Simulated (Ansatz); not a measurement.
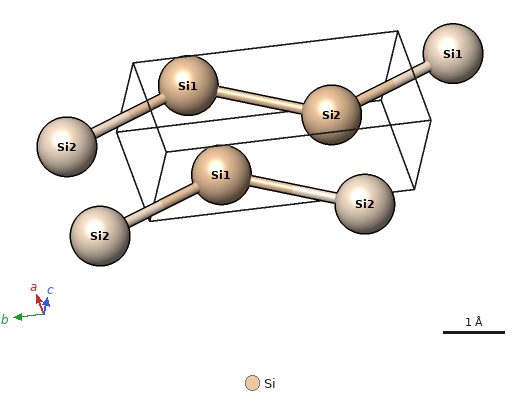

The input geometry of run A (ball-and-stick view of the cell of the calculation, set on other vectors, seen at an oblique angle; neighbours outside the cell are drawn fainter; atoms are numbered from 1 in the order of the input). An atom can appear more than once, as a periodic image.

# What a change does: single-point calculation on Si

System: Si (P2₁/m, 2 atoms in the cell).
Method of run A: DFT r2SCAN, scalar-relativistic, plane waves, PAW, no spin polarisation (Ansatz 0.2.0).

The structure derives from a Materials Project entry. Text and figures count atoms from 1; the logs count them from 0 in places.

Input file, run A:
```yaml
crystal:
  lattice:
    - [2.6655775094, 0.0, 0.0]
    - [-1.3327887547, 2.3084578389, 0.0]
    - [0.0, 0.0, 4.50626927]
  atoms:
    - { symbol: Si, position: [0.0670467149, 0.4717313326, 0.25] }
    - { symbol: Si, position: [0.6666666667, 0.3333333333, 0.75] }
basis:
  ecutwfc: 500
kpoints:
  mp_grid: { grid: [24, 24, 10] }
hamiltonian:
  xc: r2scan
scf:
  occupations: { method: gaussian, width: 0.15 }
output:
  forces: true
  stress: true
  eigenvalues: true
```

Command:
```bash
ansatz run input.yaml --threads 1 --pin off --max-ram 2560MiB --backend cpu --events-out ev --progress --plain --runs-dir out
```

Hardware: 1 thread of Intel Xeon @ 2.70GHz, 189 GiB of memory available, shared host.

Output, shortened to warnings, some set-up lines, iterations and results (run A):
```
Basis set: ecut = 500 eV, 701 PW (Γ), exchange–correlation on 80×80×144 points (64 copies of the dense FFT grid, shifted against one another)
Symmetry: 4 space group operations
k-points: 1740 of 5760
Initial density: superposition of atomic densities (neutral atoms: chi_scale 0, normalization atom), corrected by the library's trained network
[...]
SCF iter   1: F=—  HF=-1276.840283 eV  |F-HF|=—  |Δ(HF+E_count)|=         —  Δρ=5.92e-3  dr2=8.16e-3  dr2_τ=1.15e-2  ethr=1.77e-3  ⟨swp⟩=5.1  Hψ=112407  notcnv=0
SCF iter   2: F=—  HF=-1276.867812 eV  |F-HF|=—  |Δ(HF+E_count)|=   2.75e-2  Δρ=4.34e-3  dr2=4.28e-3  dr2_τ=7.85e-6  ethr=1.02e-4  ⟨swp⟩=2.0  Hψ=40704  notcnv=0  defer=423
SCF iter   3: F=—  HF=-1276.867530 eV  |F-HF|=—  |Δ(HF+E_count)|=   2.82e-4  Δρ=4.00e-4  dr2=2.63e-5  dr2_τ=5.98e-6  ethr=5.35e-5  ⟨swp⟩=2.1  Hψ=19883  notcnv=0  defer=423
SCF iter   4: F=—  HF=-1276.867721 eV  |F-HF|=—  |Δ(HF+E_count)|=   1.91e-4  Δρ=2.31e-4  dr2=8.86e-6  dr2_τ=1.95e-7  ethr=3.29e-7  ⟨swp⟩=2.0  Hψ=20502  notcnv=0  defer=423
SCF iter   5: F=—  HF=-1276.867761 eV  |F-HF|=—  |Δ(HF+E_count)|=   3.97e-5  Δρ=4.86e-5  dr2=3.77e-7  dr2_τ=6.06e-9  ethr=1.11e-7  ⟨swp⟩=2.0  Hψ=20480  notcnv=0  defer=423
SCF iter   6: F=-1276.867763 eV  HF=-1276.867762 eV  |F-HF|=6.71e-8  |Δ(HF+E_count)|=   1.43e-6  Δρ=1.05e-5  dr2=1.84e-8  dr2_τ=3.38e-10  ethr=1.25e-9  ⟨swp⟩=6.7  Hψ=77603  …
SCF 1 converged in 6 iterations: F = -1276.867763 eV  dr2 = 1.84e-8
SCF converged after 6 iterations
Free energy (F): -1276.867763 eV
Harris-Foulkes:  -1276.867762 eV  (|F-HF|=6.71e-8)
Internal energy: -1276.860421 eV  (E = F + TS)
E sigma→0 (E₀):  -1276.864092 eV
Entropy (-TS):   -0.007342 eV (-3.671 meV/atom)
Fermi energy:    11.280387 eV
--- Per-component energies (eV) ---
  E_band       = 40.561238
  E_kinetic    = 84.584713
  E_local      = 8.069397  (includes V_loc(G=0)·N_el)
  E_nonlocal   = 48.751739
  E_hartree    = 1.129869
  E_xc         = -105.094269
  E_vxc        = -103.458570  (∫ρ·V_xc dr)
  E_paw        = -1038.132889  (= ΣΔE_a)
  E_vpaw       = -4.164630  (= ΣTr[D̂ρ^β])
  E_aug_tail   = 0.000010  (compensation charges beyond the density's cutoff)
  E_vtau       = 4.518567  (kinetic-family band-sum trace: ∫τ·v_τ [+ j·A + Jᵃ·Aᵃ] dr)
  E_ewald      = -276.016125
  E_core_change = -0.152866  (= ΣΔE_core)
  E_smearing   = -0.007342  (= −TS)
  E_closure    = 0.000000  (closes the sum)
  Σ components = -1276.867763   (vs F -1276.867763, Δ=0.00e0)
--- Forces (eV/Å), atoms counted from 1 ---
  atom   1  Si    -0.29421106    -0.10287725     0.00000000
  atom   2  Si     0.29421106     0.10287725     0.00000000
  max |Σ_I F_I| component: 1.39e-17 eV/Å
--- Stress (GPa, compression-positive) ---
        0.034062      -0.238134       0.000000
       -0.238134       1.296000       0.000000
        0.000000       0.000000       9.802131
  P = ⅓ Tr σ = 3.7107 GPa (37.107 kbar)
```

Run B used a changed input.

The two runs side by side:

```csv
quantity,run A,run B
outcome,converged,converged
free energy per atom (eV),−638.4339,−638.3920
"energy per atom, smearing taken to zero (eV)",−638.4320,−638.3902
gap on the mesh (eV),0.00,0.00
pressure (GPa),3.71,0.17
largest force (eV/Å),0.312,0.217
SCF iterations,6,6
irreducible k-points,1740,1740
plane waves at Γ,701,701
wall time (shared host),40 s,39 s
```

Which change of the input explains these differences?

The change (lines with − go, lines with + come):
```diff
-    - { symbol: Si, position: [0.0670467149, 0.4717313326, 0.25] }
+    - { symbol: Si, position: [0.2001900241, 0.5691989996, 0.25] }
```

With the same functional and potentials, run B lies 41.8 meV per atom higher. The pressure goes from 3.71 to 0.17 GPa. The largest force goes from 0.312 to 0.217 eV/Å. The number of SCF iterations is the same.

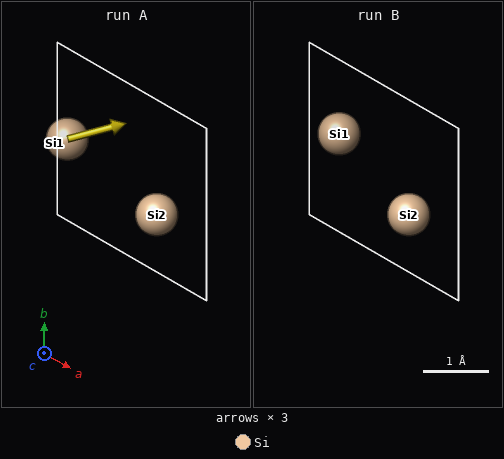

The two input geometries at one scale (ball-and-stick view of the cell of the calculation, along the c axis). The yellow arrows on the first give the shifts of the atoms relative to the cell, magnified 3 times. The largest move is that of Si1, 0.32 Å. The cell doesn't change. Among the contacts that change: Si1–Si2 2.441 → 2.569 Å.

Output, shortened to warnings, some set-up lines, iterations and results (run B):
```
Basis set: ecut = 500 eV, 701 PW (Γ), exchange–correlation on 80×80×144 points (64 copies of the dense FFT grid, shifted against one another)
Symmetry: 4 space group operations
k-points: 1740 of 5760
Initial density: superposition of atomic densities (neutral atoms: chi_scale 0, normalization atom), corrected by the library's trained network
[...]
SCF iter   1: F=—  HF=-1276.761041 eV  |F-HF|=—  |Δ(HF+E_count)|=         —  Δρ=6.70e-3  dr2=1.09e-2  dr2_τ=9.84e-3  ethr=1.77e-3  ⟨swp⟩=5.0  Hψ=111816  notcnv=0
SCF iter   2: F=—  HF=-1276.784569 eV  |F-HF|=—  |Δ(HF+E_count)|=   2.35e-2  Δρ=4.96e-3  dr2=5.91e-3  dr2_τ=8.64e-6  ethr=1.36e-4  ⟨swp⟩=2.1  Hψ=36660  notcnv=0  defer=215
SCF iter   3: F=—  HF=-1276.783913 eV  |F-HF|=—  |Δ(HF+E_count)|=   6.56e-4  Δρ=4.35e-4  dr2=3.97e-5  dr2_τ=4.91e-6  ethr=7.39e-5  ⟨swp⟩=2.5  Hψ=20201  notcnv=0  defer=215
SCF iter   4: F=—  HF=-1276.784045 eV  |F-HF|=—  |Δ(HF+E_count)|=   1.32e-4  Δρ=2.53e-4  dr2=1.20e-5  dr2_τ=2.13e-7  ethr=4.96e-7  ⟨swp⟩=2.0  Hψ=20439  notcnv=0  defer=215
SCF iter   5: F=—  HF=-1276.784088 eV  |F-HF|=—  |Δ(HF+E_count)|=   4.34e-5  Δρ=2.80e-5  dr2=1.19e-7  dr2_τ=1.64e-9  ethr=1.50e-7  ⟨swp⟩=2.0  Hψ=20466  notcnv=0  defer=215
SCF iter   6: F=-1276.784089 eV  HF=-1276.784089 eV  |F-HF|=2.63e-8  |Δ(HF+E_count)|=   5.72e-7  Δρ=6.22e-6  dr2=7.56e-9  dr2_τ=5.78e-11  ethr=1.25e-9  ⟨swp⟩=6.5  Hψ=75501  …
SCF 1 converged in 6 iterations: F = -1276.784089 eV  dr2 = 7.56e-9
SCF converged after 6 iterations
Free energy (F): -1276.784089 eV
Harris-Foulkes:  -1276.784089 eV  (|F-HF|=2.63e-8)
Internal energy: -1276.776559 eV  (E = F + TS)
E sigma→0 (E₀):  -1276.780324 eV
Entropy (-TS):   -0.007530 eV (-3.765 meV/atom)
Fermi energy:    11.350187 eV
--- Per-component energies (eV) ---
  E_band       = 40.982081
  E_kinetic    = 83.949476
  E_local      = 9.898340  (includes V_loc(G=0)·N_el)
  E_nonlocal   = 48.280438
  E_hartree    = 0.790790
  E_xc         = -104.898498
  E_vxc        = -103.308190  (∫ρ·V_xc dr)
  E_paw        = -1037.931011  (= ΣΔE_a)
  E_vpaw       = -3.980175  (= ΣTr[D̂ρ^β])
  E_aug_tail   = 0.000009  (compensation charges beyond the density's cutoff)
  E_vtau       = 4.560463  (kinetic-family band-sum trace: ∫τ·v_τ [+ j·A + Jᵃ·Aᵃ] dr)
  E_ewald      = -276.713237
  E_core_change = -0.152866  (= ΣΔE_core)
  E_smearing   = -0.007530  (= −TS)
  E_closure    = 0.000000  (closes the sum)
  Σ components = -1276.784089   (vs F -1276.784089, Δ=0.00e0)
--- Forces (eV/Å), atoms counted from 1 ---
  atom   1  Si    -0.19150538    -0.10158034     0.00000000
  atom   2  Si     0.19150538     0.10158034     0.00000000
  max |Σ_I F_I| component: 0.00e0 eV/Å
--- Stress (GPa, compression-positive) ---
       -1.345086      -0.244446       0.000000
       -0.244446      -0.461614       0.000000
        0.000000       0.000000       2.313241
  P = ⅓ Tr σ = 0.1688 GPa (1.688 kbar)
```
